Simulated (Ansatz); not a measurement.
System: Nb.

```
Nb
1.0
     2.71964    0.00000    0.00000
     0.00000    2.71964    0.00000
     0.00000    0.00000    2.71964
Nb
1
Direct
  0.50000 0.50000 0.50000
```

Space group Pm-3m; a generated structure, not necessarily the stable one.

Level of theory: Kohn-Sham DFT of a periodic cell, PBEsol0, Ansatz PAW (Ansatz 0.2.0).

> What can the converged valence pseudo-density and electron localisation function tell about the bonding?

Nb–Nb (2.72 Å): the density is about 0.42 e/Å³ at the midpoint; the ELF is about 0.40 at the midpoint.

> Does the calculation make it a metal, or give it a gap?

It is metallic or semimetallic at this level of theory: no gap opens.

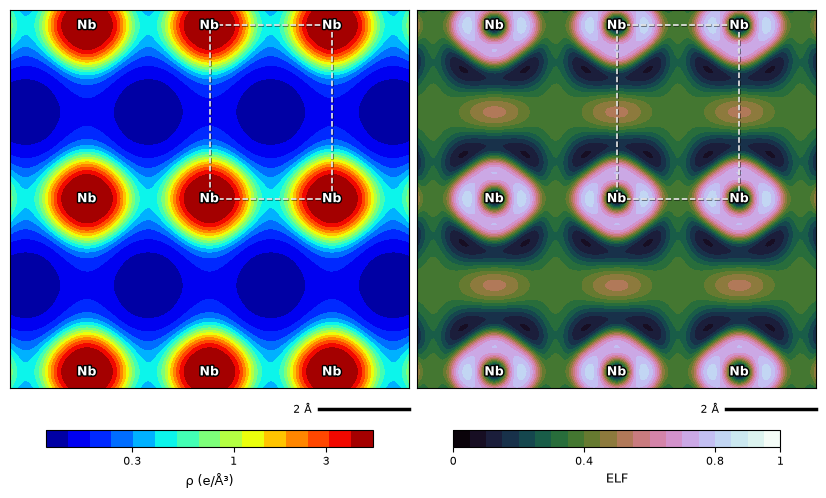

Computed valence pseudo-density and electron localisation function on the (110) plane of the conventional cell, in this order. 
